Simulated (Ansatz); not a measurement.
Geometry relaxation of CaO (part 3 of 3)

CaO (slab, 24 atoms in the cell); DFT PBE, scalar-relativistic, plane waves, PAW, no spin polarisation (Ansatz 0.2.0); cutoff 420 eV, 3×3×1 k-mesh, Gaussian smearing of 0.05 eV. The structure derives from an entry of the Crystallography Open Database. The input holds or restrains some coordinates. Forces given for the steps count only the free coordinates. It belongs to a series of runs on one base structure; here: clean slab, lower planes held.

Geometry of the input (Å; fractional positions):
```
6.8320  0.0000  0.0000
-3.4160  5.9166  0.0000
0.0000  0.0000  22.9728
O  0.1667  0.3333  0.3482
O  0.1667  0.8333  0.3482
O  0.6667  0.3333  0.3482
O  0.6667  0.8333  0.3482
Ca 0.3333  0.1667  0.4089
Ca 0.3333  0.6667  0.4089
Ca 0.8333  0.1667  0.4089
Ca 0.8333  0.6667  0.4089
O  0.5000  0.5000  0.4696
O  0.5000  0.0000  0.4696
O  -0.0000  0.5000  0.4696
O  0.0000  0.0000  0.4696
Ca 0.6667  0.3333  0.5304
Ca 0.6667  0.8333  0.5304
Ca 0.1667  0.3333  0.5304
Ca 0.1667  0.8333  0.5304
O  0.8333  0.6667  0.5911
O  0.8333  0.1667  0.5911
O  0.3333  0.6667  0.5911
O  0.3333  0.1667  0.5911
Ca -0.0000  0.5000  0.6518
Ca 0.0000  0.0000  0.6518
Ca 0.5000  0.5000  0.6518
Ca 0.5000  0.0000  0.6518
```

### Output, continued
```
  k-point 1: bands = ["-42.3851", "-42.3548", "-42.3396", "-42.3396", "-41.1534", "-41.1217", "-41.1058", "-41.1058", "-39.1296", "-39.0986", "-39.0830", "-39.0830", "-23.8244", "-23.8244", "-23.7731", "-23.6469", "-23.4404", "-23.4378", "-23.4378", "-23.3998", "-23.3998", "-23.3722", "-23.3254", "-23.2724", "-22.6495", "-22.6495", "-22.6011", "-22.5089", "-22.3073", "-22.2720", "-22.2720", "-22.2170", "-22.2170", "-22.1953", "-22.1028", "-22.0474", "-20.6143", "-20.6143", "-20.5594", "-20.4334", "-20.2461", "-20.2307", "-20.2307", "-20.1861", "-20.1627", "-20.1627", "-20.0770", "-20.0236", "-19.0232", "-18.9543", "-18.9245", "-18.9245", "-17.7619", "-17.7127", "-17.6886", "-17.6886", "-15.2719", "-15.2051", "-15.1709", "-15.1709", "-5.8856", "-5.8856", "-5.8579", "-5.8070", "-5.3784", "-5.2680", "-5.2222", "-5.2222", "-5.1170", "-5.1170", "-4.9254", "-4.8936", "-4.5704", "-4.5704", "-4.4893", "-4.2936", "-4.0596", "-4.0544", "-4.0469", "-4.0469", "-3.9669", "-3.9669", "-3.8843", "-3.8519", "-1.4663", "-1.3910", "-1.3910", "-1.2875", "-0.9611", "-0.7825", "-0.7825", "-0.7508", "-0.7104", "-0.6835", "-0.6835", "-0.6024", "-0.5570", "-0.5271", "-0.0125", "-0.0125", "0.5581", "0.6063", "0.6063", "1.1177", "1.7183", "1.7704", "1.7704", "1.9861", "2.3279", "2.4951", "2.6059", "2.6283", "2.6283", "2.8184", "3.1738", "3.1738", "3.2748", "3.3946", "3.4085", "3.6034"]
  k-point 2: bands = ["-42.3624", "-42.3624", "-42.3624", "-42.3320", "-41.1297", "-41.1297", "-41.1297", "-41.0978", "-39.1064", "-39.1064", "-39.1064", "-39.0752", "-23.7834", "-23.7007", "-23.7007", "-23.7007", "-23.5556", "-23.4408", "-23.4408", "-23.4408", "-23.3875", "-23.3402", "-23.3402", "-23.3402", "-22.5783", "-22.5169", "-22.5169", "-22.5169", "-22.4039", "-22.3200", "-22.3200", "-22.3200", "-22.2292", "-22.1217", "-22.1217", "-22.1217", "-20.5178", "-20.4430", "-20.4430", "-20.4430", "-20.4129", "-20.2958", "-20.2958", "-20.2958", "-20.1505", "-20.0939", "-20.0939", "-20.0939", "-18.9543", "-18.9543", "-18.9543", "-18.8962", "-17.7124", "-17.7124", "-17.7124", "-17.6673", "-15.2263", "-15.2263", "-15.2263", "-15.1580", "-5.7104", "-5.6675", "-5.6675", "-5.6675", "-5.4527", "-5.4527", "-5.4527", "-5.3899", "-5.1329", "-4.9810", "-4.9810", "-4.9810", "-4.5051", "-4.4033", "-4.4033", "-4.4033", "-4.2517", "-4.0597", "-4.0597", "-4.0597", "-3.9348", "-3.9348", "-3.9348", "-3.9267", "-1.3681", "-1.1652", "-1.1652", "-1.1652", "-0.9361", "-0.8256", "-0.8256", "-0.8256", "-0.7385", "-0.7385", "-0.7385", "-0.6707", "-0.6388", "-0.6388", "-0.6388", "0.1875", "0.8133", "0.8133", "0.8133", "0.8963", "1.7616", "1.7616", "1.7616", "2.1131", "2.6864", "2.6864", "2.6864", "2.6875", "2.8556", "2.8556", "2.8556", "2.9851", "3.0019", "3.0019", "3.0019", "3.6432"]
--- Relaxed structure (5 steps of the walk, 5 accepted, 0 SCFs on fresh bases) ---
  F+E_penalty+E_count = -28630.69615661 eV   max|allowed force component| = 9.886e-3 eV/Å
  atoms:
    - { symbol: O, position: [0.16666666666666666, 0.33333333333333337, 0.34823744430000003] }
    - { symbol: O, position: [0.16666666666666669, 0.8333333333333334, 0.34823744430000003] }
    - { symbol: O, position: [0.6666666666666666, 0.33333333333333337, 0.34823744430000003] }
    - { symbol: O, position: [0.6666666666666666, 0.8333333333333334, 0.34823744430000003] }
    - { symbol: Ca, position: [0.33333333333333337, 0.16666666666666666, 0.4089424666000001] }
    - { symbol: Ca, position: [0.33333333333333337, 0.6666666666666666, 0.4089424666000001] }
    - { symbol: Ca, position: [0.8333333333333334, 0.16666666666666666, 0.4089424666000001] }
    - { symbol: Ca, position: [0.8333333333333333, 0.6666666666666666, 0.4089424666000001] }
    - { symbol: O, position: [0.5, 0.5, 0.46964748890000013] }
    - { symbol: O, position: [0.5, 0.0, 0.46964748890000013] }
    - { symbol: O, position: [0.0, 0.5, 0.46964748890000013] }
    - { symbol: O, position: [0.0, 0.0, 0.46964748890000013] }
    - { symbol: Ca, position: [0.6666666666666666, 0.33333333333333337, 0.5229470541705721] }
    - { symbol: Ca, position: [0.6666666666666666, 0.8333333333333334, 0.5229470541705721] }
    - { symbol: Ca, position: [0.16666666666666666, 0.33333333333333337, 0.5229470541705721] }
    - { symbol: Ca, position: [0.16666666666666669, 0.8333333333333334, 0.5229470541705721] }
    - { symbol: O, position: [0.8333333333333333, 0.6666666666666666, 0.5939444784246349] }
    - { symbol: O, position: [0.8333333333333334, 0.16666666666666666, 0.5939444784246349] }
    - { symbol: O, position: [0.33333333333333337, 0.6666666666666666, 0.5939444784246349] }
    - { symbol: O, position: [0.33333333333333337, 0.16666666666666666, 0.5939444784246349] }
    - { symbol: Ca, position: [0.0, 0.5, 0.6465532532396479] }
    - { symbol: Ca, position: [-2.8938257524159005e-18, 4.586226866848317e-31, 0.6465532532396479] }
    - { symbol: Ca, position: [0.5, 0.5, 0.6465532532396479] }
    - { symbol: Ca, position: [0.5, 2.025977762321183e-31, 0.6465532532396479] }
```

### Trajectory as extended XYZ (Å, eV, eV/Å), 4 of the 5 frames kept, from step=1 to step=5
```
24
Lattice="6.8320 0.0000 0.0000 -3.4160 5.9166 0.0000 0.0000 0.0000 22.9728" Properties=species:S:1:pos:R:3:forces:R:3 step=1 energy=-28629.96246
O     0.0000    1.9722    8.0000    0.0000   0.0000   1.6426
O    -1.7080    4.9305    8.0000    0.0000   0.0000   1.6426
O     3.4160    1.9722    8.0000    0.0000   0.0000   1.6426
O     1.7080    4.9305    8.0000    0.0000   0.0000   1.6426
Ca    1.7080    0.9861    9.3946    0.0000   0.0000  -2.3295
Ca    0.0000    3.9444    9.3946    0.0000   0.0000  -2.3295
Ca    5.1240    0.9861    9.3946    0.0000   0.0000  -2.3295
Ca    3.4160    3.9444    9.3946    0.0000   0.0000  -2.3295
O     1.7080    2.9583   10.7891    0.0000   0.0000   1.4175
O     3.4160    0.0000   10.7891    0.0000   0.0000   1.4175
O    -1.7080    2.9583   10.7891    0.0000   0.0000   1.4175
O     0.0000    0.0000   10.7891    0.0000   0.0000   1.4175
Ca    3.4160    1.9722   12.1837    0.0000   0.0000  -1.4493
Ca    1.7080    4.9305   12.1837    0.0000   0.0000  -1.4493
Ca    0.0000    1.9722   12.1837    0.0000   0.0000  -1.4493
Ca   -1.7080    4.9305   12.1837    0.0000   0.0000  -1.4493
O     3.4160    3.9444   13.5783    0.0000   0.0000   1.1185
O     5.1240    0.9861   13.5783    0.0000   0.0000   1.1185
O     0.0000    3.9444   13.5783    0.0000   0.0000   1.1185
O     1.7080    0.9861   13.5783    0.0000   0.0000   1.1185
Ca   -1.7080    2.9583   14.9728    0.0000   0.0000  -0.3999
Ca    0.0000    0.0000   14.9728    0.0000   0.0000  -0.3999
Ca    1.7080    2.9583   14.9728    0.0000   0.0000  -0.3999
Ca    3.4160    0.0000   14.9728    0.0000   0.0000  -0.3999
24
Lattice="6.8320 0.0000 0.0000 -3.4160 5.9166 0.0000 0.0000 0.0000 22.9728" Properties=species:S:1:pos:R:3:forces:R:3 step=2 energy=-28630.60156
O     0.0000    1.9722    8.0000    0.0000   0.0000   2.0080
O    -1.7080    4.9305    8.0000    0.0000   0.0000   2.0080
O     3.4160    1.9722    8.0000    0.0000   0.0000   2.0080
O     1.7080    4.9305    8.0000    0.0000   0.0000   2.0080
Ca    1.7080    0.9861    9.3946    0.0000   0.0000  -3.3722
Ca    0.0000    3.9444    9.3946    0.0000   0.0000  -3.3722
Ca    5.1240    0.9861    9.3946    0.0000   0.0000  -3.3722
Ca    3.4160    3.9444    9.3946    0.0000   0.0000  -3.3722
O     1.7080    2.9583   10.7891    0.0000   0.0000   1.1238
O     3.4160    0.0000   10.7891    0.0000   0.0000   1.1238
O    -1.7080    2.9583   10.7891    0.0000   0.0000   1.1238
O     0.0000    0.0000   10.7891    0.0000   0.0000   1.1238
Ca    3.4160    1.9722   12.0038    0.0000   0.0000   0.1963
Ca    1.7080    4.9305   12.0038    0.0000   0.0000   0.1963
Ca    0.0000    1.9722   12.0038    0.0000   0.0000   0.1963
Ca   -1.7080    4.9305   12.0038    0.0000   0.0000   0.1963
O     3.4160    3.9444   13.5844    0.0000   0.0000   0.5317
O     5.1240    0.9861   13.5844    0.0000   0.0000   0.5317
O     0.0000    3.9444   13.5844    0.0000   0.0000   0.5317
O     1.7080    0.9861   13.5844    0.0000   0.0000   0.5317
Ca   -1.7080    2.9583   14.8786    0.0000   0.0000  -0.4875
Ca    0.0000    0.0000   14.8786    0.0000   0.0000  -0.4875
Ca    1.7080    2.9583   14.8786    0.0000   0.0000  -0.4875
Ca    3.4160    0.0000   14.8786    0.0000   0.0000  -0.4875
24
Lattice="6.8320 0.0000 0.0000 -3.4160 5.9166 0.0000 0.0000 0.0000 22.9728" Properties=species:S:1:pos:R:3:forces:R:3 step=4 energy=-28630.69451
O     0.0000    1.9722    8.0000    0.0000   0.0000   2.1148
O    -1.7080    4.9305    8.0000    0.0000   0.0000   2.1148
O     3.4160    1.9722    8.0000    0.0000   0.0000   2.1148
O     1.7080    4.9305    8.0000    0.0000   0.0000   2.1148
Ca    1.7080    0.9861    9.3946    0.0000   0.0000  -3.5429
Ca    0.0000    3.9444    9.3946    0.0000   0.0000  -3.5429
Ca    5.1240    0.9861    9.3946    0.0000   0.0000  -3.5429
Ca    3.4160    3.9444    9.3946    0.0000   0.0000  -3.5429
O     1.7080    2.9583   10.7891    0.0000   0.0000   1.4657
O     3.4160    0.0000   10.7891    0.0000   0.0000   1.4657
O    -1.7080    2.9583   10.7891    0.0000   0.0000   1.4657
O     0.0000    0.0000   10.7891    0.0000   0.0000   1.4657
Ca    3.4160    1.9722   12.0171    0.0000   0.0000   0.0218
Ca    1.7080    4.9305   12.0171    0.0000   0.0000   0.0218
Ca    0.0000    1.9722   12.0171    0.0000   0.0000   0.0218
Ca   -1.7080    4.9305   12.0171    0.0000   0.0000   0.0218
O     3.4160    3.9444   13.6621    0.0000   0.0000  -0.0394
O     5.1240    0.9861   13.6621    0.0000   0.0000  -0.0394
O     0.0000    3.9444   13.6621    0.0000   0.0000  -0.0394
O     1.7080    0.9861   13.6621    0.0000   0.0000  -0.0394
Ca   -1.7080    2.9583   14.8684    0.0000   0.0000  -0.0200
Ca    0.0000    0.0000   14.8684    0.0000   0.0000  -0.0200
Ca    1.7080    2.9583   14.8684    0.0000   0.0000  -0.0200
Ca    3.4160    0.0000   14.8684    0.0000   0.0000  -0.0200
24
Lattice="6.8320 0.0000 0.0000 -3.4160 5.9166 0.0000 0.0000 0.0000 22.9728" Properties=species:S:1:pos:R:3:forces:R:3 step=5 energy=-28630.69616
O     0.0000    1.9722    8.0000    0.0000   0.0000   2.1074
O    -1.7080    4.9305    8.0000    0.0000   0.0000   2.1074
O     3.4160    1.9722    8.0000    0.0000   0.0000   2.1074
O     1.7080    4.9305    8.0000    0.0000   0.0000   2.1074
Ca    1.7080    0.9861    9.3946    0.0000   0.0000  -3.5353
Ca    0.0000    3.9444    9.3946    0.0000   0.0000  -3.5353
Ca    5.1240    0.9861    9.3946    0.0000   0.0000  -3.5353
Ca    3.4160    3.9444    9.3946    0.0000   0.0000  -3.5353
O     1.7080    2.9583   10.7891    0.0000   0.0000   1.4243
O     3.4160    0.0000   10.7891    0.0000   0.0000   1.4243
O    -1.7080    2.9583   10.7891    0.0000   0.0000   1.4243
O     0.0000    0.0000   10.7891    0.0000   0.0000   1.4243
Ca    3.4160    1.9722   12.0136    0.0000   0.0000  -0.0017
Ca    1.7080    4.9305   12.0136    0.0000   0.0000  -0.0017
Ca    0.0000    1.9722   12.0136    0.0000   0.0000  -0.0017
Ca   -1.7080    4.9305   12.0136    0.0000   0.0000  -0.0017
O     3.4160    3.9444   13.6446    0.0000   0.0000   0.0099
O     5.1240    0.9861   13.6446    0.0000   0.0000   0.0099
O     0.0000    3.9444   13.6446    0.0000   0.0000   0.0099
O     1.7080    0.9861   13.6446    0.0000   0.0000   0.0099
Ca   -1.7080    2.9583   14.8532    0.0000   0.0000  -0.0046
Ca    0.0000    0.0000   14.8532    0.0000   0.0000  -0.0046
Ca    1.7080    2.9583   14.8532    0.0000   0.0000  -0.0046
Ca    3.4160    0.0000   14.8532    0.0000   0.0000  -0.0046
```

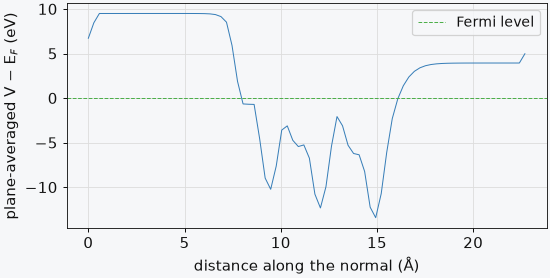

Figure 1. Plane average of the electrostatic potential energy of an electron across the cell, from the Fermi level. The vacuum level lies 3.94 eV above the Fermi level on the upper side and 9.50 eV on the lower.

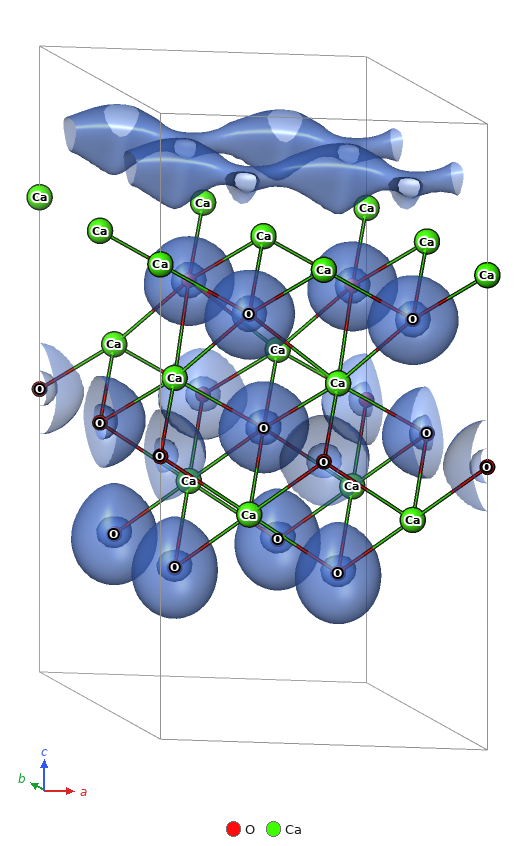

Figure 2. Isosurface of the electron localisation function at 0.7 (blue), seen slightly off an axis. Only the valence region is drawn (cores and ρ < 0.01 e/Å³ removed). Sticks mark near contacts. Values along the shortest contacts: Ca–O (2.31 Å): the ELF is about 0.10 at the midpoint (a polar contact without a shared pair, in a metal). Ca–O (2.42 Å): the ELF is about 0.10 at the midpoint; no shared pair; the contact is polar. The fields are those of the smooth PAW valence density.

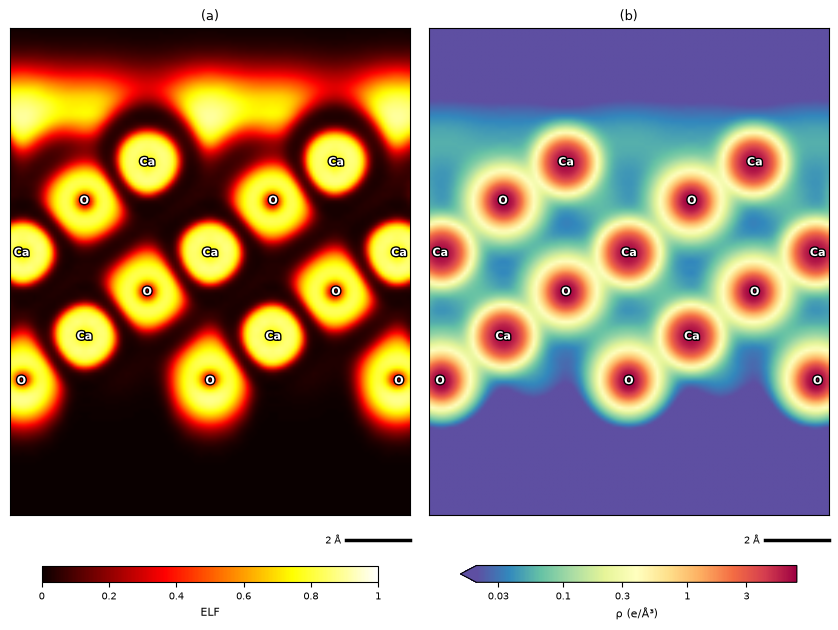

Figure 3. (a) electron localisation function; (b) valence charge density (pseudo) on the (110) plane of the calculation cell, a cut from vacuum to vacuum. The section cuts through O and Ca sites. Ca–O (2.32 Å): the density is about 0.31 e/Å³ at the midpoint; the ELF is about 0.10 at the midpoint (no shared pair; the contact is polar). Ca–O (2.42 Å): ρ at the midpoint is about 0.24 e/Å³; the ELF is about 0.10 at the midpoint; a polar contact without a shared pair, in a metal. Ca–O (2.56 Å): ρ is about 0.18 e/Å³ halfway; the ELF is about 0.05 at the midpoint; no shared pair; the contact is polar. The density dies away to nearly zero in the vacuum. The strong features right at Ca lie inside the PAW spheres (semicore, d or f shells) and say nothing about bonding.
